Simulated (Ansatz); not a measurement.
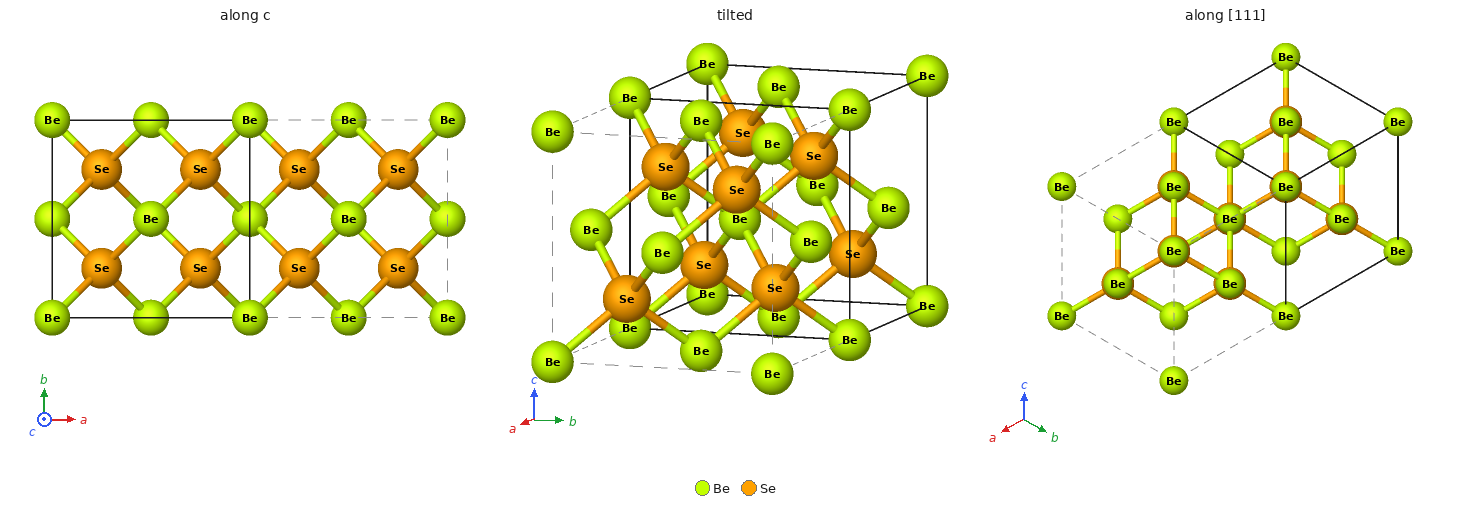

The figure gives a ball-and-stick picture of the atoms, viewed along the c axis, slightly off an axis and along [111]. The conventional unit cell (solid box) is repeated to 2×1×1 cells.

Caption:

Its composition is BeSe. The space group is F-43m (No. 216); the lattice is face-centred cubic. Type of structure: zinc blende (sphalerite type). Atoms per cell: 8 (4 Be, 4 Se). Each Be atom has four Se in a tetrahedral arrangement around it. Around each Se lie four Be in a tetrahedral arrangement. The bonds build a three-dimensional framework.

It derives from a structure listed in the Materials Project. Earlier steps of the study may have refined or changed the cell and positions. It went into a calculation with Ansatz.
